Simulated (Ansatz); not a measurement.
## PtS₂: a changed input and its effect

System: PtS₂ (R-3m, 3 atoms in the cell).
Method of the first run: DFT, r2SCAN, plane waves, PAW, no spin polarisation (Ansatz 0.2.0).

The structure was built on a prototype by a generator. The geometry comes from this level: r2scan-rvv10 (a point of a series of strains). Text and figures count atoms from 1; the logs count them from 0 in places.

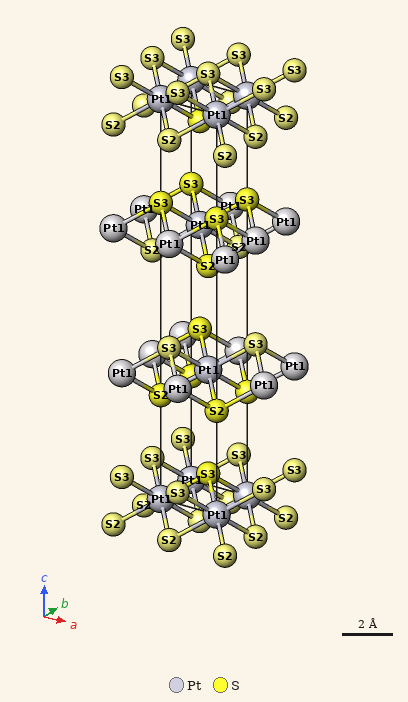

The input geometry (ball-and-stick view of the cell 3 times as large as that of the calculation, set on its symmetry axes, seen slightly off an axis; neighbours outside the cell are drawn fainter; atoms are numbered from 1 in the order of the input).

### Input, the first run
```yaml
crystal:
  lattice:
    - [1.7769704474, 1.0259343662, 5.5622598406]
    - [-1.7769704474, 1.0259343662, 5.5622598406]
    - [0.0, -2.0518687323, 5.5622598406]
  atoms:
    - { symbol: Pt, position: [0.0, 0.0, 0.0] }
    - { symbol: S, position: [0.2595533796, 0.2595533796, 0.2595533796] }
    - { symbol: S, position: [0.7404466204, 0.7404466204, 0.7404466204] }
kpoints:
  mp_grid: { grid: [8, 8, 8] }
  band_path:
    path:
      - [0.0, 0.0, 0.0]
      - [0.5, 0.5, 0.5]
      - [0.8106532132, 0.1893467868, 0.5]
      - [0.5, -0.1893467868, 0.1893467868]
      - [0.5, 0.0, 0.0]
      - [0.3446733934, -0.3446733934, 0.0]
      - [0.6553266066, 0.0, 0.3446733934]
      - [0.5, 0.0, 0.5]
      - [0.25, 0.25, -0.5]
      - [0.171875, 0.171875, 0.34375]
      - [0.221354, 0.221354, 0.476562]
    npoints: 1
hamiltonian:
  xc: r2scan
scf:
  occupations: { method: fixed }
  n_extra_bands: 4
output:
  forces: true
  stress: true
  eigenvalues: true
```

Command:
```bash
ansatz run input.yaml --threads 4 --pin off --max-ram 3686MiB --backend cpu --events-out ev --progress --plain --runs-dir out
```

Hardware: 4 threads of an Arm (aarch64) CPU, shared host.

### Output, shortened to warnings, some set-up lines, iterations and results (the first run)
```
Basis set: ecut = 500 eV, 1545 PW (Γ), FFT grids on a1−a3, a2−a3, a3, exchange–correlation on 108×108×180 points (64 copies of the dense FFT grid, shifted against one another)
Symmetry: 12 space group operations
k-points: 65 of 512
Initial density: superposition of atomic densities (neutral atoms: chi_scale 0, normalization atom), corrected by the library's trained network
[...]
SCF iter   1: F=—  HF=-14349.726791 eV  |F-HF|=—  |Δ(HF+E_count)|=         —  Δρ=8.57e-3  dr2=4.82e-2  dr2_τ=8.69e-2  ethr=1.77e-3  ⟨swp⟩=5.0  Hψ=5513  notcnv=0  defer=130
SCF iter   2: F=—  HF=-14349.773709 eV  |F-HF|=—  |Δ(HF+E_count)|=   4.69e-2  Δρ=9.54e-3  dr2=8.19e-2  dr2_τ=1.08e-2  ethr=1.61e-4  ⟨swp⟩=3.3  Hψ=2656  notcnv=0  defer=130
SCF iter   3: F=—  HF=-14349.759346 eV  |F-HF|=—  |Δ(HF+E_count)|=   1.44e-2  Δρ=2.99e-3  dr2=1.70e-3  dr2_τ=1.81e-4  ethr=1.61e-4  ⟨swp⟩=2.3  Hψ=1829  notcnv=0  defer=130
SCF iter   4: F=—  HF=-14349.760169 eV  |F-HF|=—  |Δ(HF+E_count)|=   8.23e-4  Δρ=4.97e-4  dr2=3.09e-4  dr2_τ=1.67e-5  ethr=5.65e-6  ⟨swp⟩=2.1  Hψ=2131  notcnv=0  defer=130
SCF iter   5: F=—  HF=-14349.760088 eV  |F-HF|=—  |Δ(HF+E_count)|=   8.13e-5  Δρ=1.04e-4  dr2=4.61e-6  dr2_τ=7.94e-7  ethr=1.03e-6  ⟨swp⟩=2.0  Hψ=1820  notcnv=0  defer=130
SCF iter   6: F=—  HF=-14349.760089 eV  |F-HF|=—  |Δ(HF+E_count)|=   1.15e-6  Δρ=3.70e-5  dr2=4.03e-7  dr2_τ=3.70e-8  ethr=1.54e-8  ⟨swp⟩=2.2  Hψ=1883  notcnv=0  defer=6
SCF iter   7: F=-14349.760089 eV  HF=-14349.760089 eV  |F-HF|=2.19e-9  |Δ(HF+E_count)|=   2.85e-7  Δρ=5.70e-6  dr2=1.11e-8  dr2_τ=4.22e-9  ethr=3.33e-10  ⟨swp⟩=7.4  Hψ=6790  …
SCF 1 converged in 7 iterations: F = -14349.760089 eV  dr2 = 1.11e-8
NSCF: frozen V_eff on 11 k-points
SCF converged after 7 iterations
Free energy (F): -14349.760089 eV
Harris-Foulkes:  -14349.760089 eV  (|F-HF|=2.19e-9)
Internal energy: -14349.760089 eV  (E = F + TS)
E sigma→0 (E₀):  -14349.760089 eV
Fermi energy:    8.625184 eV
--- Per-component energies (eV) ---
  E_band       = -388.829860
  E_kinetic    = 848.780472
  E_local      = -3480.184702  (includes V_loc(G=0)·N_el)
  E_nonlocal   = 256.646246
  E_hartree    = 1394.073314
  E_xc         = -433.051258
  E_vxc        = -526.024744  (∫ρ·V_xc dr)
  E_paw        = -10697.865207  (= ΣΔE_a)
  E_vpaw       = -306.730259  (= ΣTr[D̂ρ^β])
  E_aug_tail   = 0.000155  (compensation charges beyond the density's cutoff)
  E_vtau       = 30.531359  (kinetic-family band-sum trace: ∫τ·v_τ [+ j·A + Jᵃ·Aᵃ] dr)
  E_ewald      = -2237.708082
  E_core_change = -0.451028  (= ΣΔE_core)
  E_smearing   = -0.000000  (= −TS)
  E_closure    = 0.000000  (closes the sum)
  Σ components = -14349.760089   (vs F -14349.760089, Δ=0.00e0)
--- Forces (eV/Å), atoms counted from 1 ---
  atom   1  Pt    -0.00000000     0.00000000    -0.00000000
  atom   2  S      0.00000000     0.00000000     0.03962498
  atom   3  S      0.00000000    -0.00000000    -0.03962498
  max |Σ_I F_I| component: 4.63e-18 eV/Å
--- Stress (GPa, compression-positive) ---
       -0.570435       0.000000       0.000000
        0.000000      -0.570435       0.000000
        0.000000       0.000000       0.665031
  P = ⅓ Tr σ = -0.1586 GPa (-1.586 kbar)
```

The input of the second run differs as follows (lines with − go, lines with + come):
```diff
-  xc: r2scan
+  xc: pbe
-  occupations: { method: fixed }
+  occupations: { method: fermi_dirac, width: 0.02 }
```

What does this change do to the results?

The total energies belong to different methods, so their difference says nothing on which is more stable or more accurate. The gap on the mesh goes from 1.29 to 1.10 eV. The pressure goes from −0.16 to 2.15 GPa. The functional changes from r2SCAN to PBE. The SCF takes 6 iterations against 7. The default cutoff goes from 500 to 420 eV with the change. The plane waves at Γ go from 1545 to 1171.

### Output, shortened to warnings, some set-up lines, iterations and results (the second run)
```
Basis set: ecut = 420 eV, 1171 PW (Γ), FFT grids on a1−a3, a2−a3, a3, exchange–correlation on 48×48×80 points (8 copies of the dense FFT grid, shifted against one another)
Symmetry: 12 space group operations
k-points: 65 of 512
Initial density: superposition of atomic densities (neutral atoms: chi_scale 0, normalization atom), corrected by the library's trained network
[...]
SCF iter   1: F=—  HF=-14328.222398 eV  |F-HF|=—  |Δ(HF+E_count)|=         —  Δρ=2.50e-3  dr2=4.48e-3  ethr=1.77e-3  ⟨swp⟩=6.1  Hψ=6565  notcnv=0
SCF iter   2: F=—  HF=-14328.223023 eV  |F-HF|=—  |Δ(HF+E_count)|=   6.25e-4  Δρ=1.99e-3  dr2=3.09e-3  ethr=1.49e-5  ⟨swp⟩=2.4  Hψ=2741  notcnv=0
SCF iter   3: F=—  HF=-14328.222754 eV  |F-HF|=—  |Δ(HF+E_count)|=   2.68e-4  Δρ=1.04e-3  dr2=7.10e-4  ethr=1.03e-5  ⟨swp⟩=2.0  Hψ=1911  notcnv=0
SCF iter   4: F=—  HF=-14328.222817 eV  |F-HF|=—  |Δ(HF+E_count)|=   6.24e-5  Δρ=4.77e-4  dr2=6.32e-5  ethr=2.37e-6  ⟨swp⟩=2.3  Hψ=1784  notcnv=0
SCF iter   5: F=—  HF=-14328.222947 eV  |F-HF|=—  |Δ(HF+E_count)|=   1.30e-4  Δρ=1.14e-4  dr2=2.50e-6  ethr=2.11e-7  ⟨swp⟩=2.0  Hψ=1801  notcnv=0
SCF iter   6: F=-14328.222954 eV  HF=-14328.222954 eV  |F-HF|=1.67e-7  |Δ(HF+E_count)|=   7.11e-6  Δρ=1.62e-5  dr2=9.34e-8  ethr=3.33e-10  ⟨swp⟩=4.8  Hψ=6495  notcnv=0
SCF 1 converged in 6 iterations: F = -14328.222954 eV  dr2 = 9.34e-8
NSCF: frozen V_eff on 11 k-points
SCF converged after 6 iterations
Free energy (F): -14328.222954 eV
Harris-Foulkes:  -14328.222954 eV  (|F-HF|=1.67e-7)
Internal energy: -14328.222954 eV  (E = F + TS)
E sigma→0 (E₀):  -14328.222954 eV
Fermi energy:    9.440960 eV
--- Per-component energies (eV) ---
  E_band       = -363.133685
  E_kinetic    = 849.885694
  E_local      = -3478.779541  (includes V_loc(G=0)·N_el)
  E_nonlocal   = 255.186487
  E_hartree    = 1392.844511
  E_xc         = -455.793442
  E_vxc        = -477.457957  (∫ρ·V_xc dr)
  E_paw        = -10653.858773  (= ΣΔE_a)
  E_vpaw       = -297.645594  (= ΣTr[D̂ρ^β])
  E_aug_tail   = 0.000192  (compensation charges beyond the density's cutoff)
  E_ewald      = -2237.708082
  E_smearing   = -0.000000  (= −TS)
  E_closure    = 0.000000  (closes the sum)
  Σ components = -14328.222954   (vs F -14328.222954, Δ=0.00e0)
--- Forces (eV/Å), atoms counted from 1 ---
  atom   1  Pt    -0.00000000     0.00000000     0.00000000
  atom   2  S      0.00000000    -0.00000000    -0.03873804
  atom   3  S      0.00000000     0.00000000     0.03873804
  max |Σ_I F_I| component: 6.94e-18 eV/Å
--- Stress (GPa, compression-positive) ---
        2.241818       0.000000       0.000000
        0.000000       2.241818      -0.000000
        0.000000      -0.000000       1.972076
  P = ⅓ Tr σ = 2.1519 GPa (21.519 kbar)
```

### The two runs side by side

| quantity | the first run | the second run |
| --- | --- | --- |
| outcome | converged | converged |
| free energy per atom (eV) | −4783.2534 | −4776.0743 |
| gap on the mesh (eV) | 1.29 | 1.10 |
| pressure (GPa) | −0.16 | 2.15 |
| largest force (eV/Å) | 0.040 | 0.039 |
| SCF iterations | 7 | 6 |
| irreducible k-points | 65 | 65 |
| plane waves at Γ | 1545 | 1171 |
| wall time (shared host) | 4.9 s | 2.1 s |

For both runs: Spin–orbit coupling is left out, which matters for Pt.
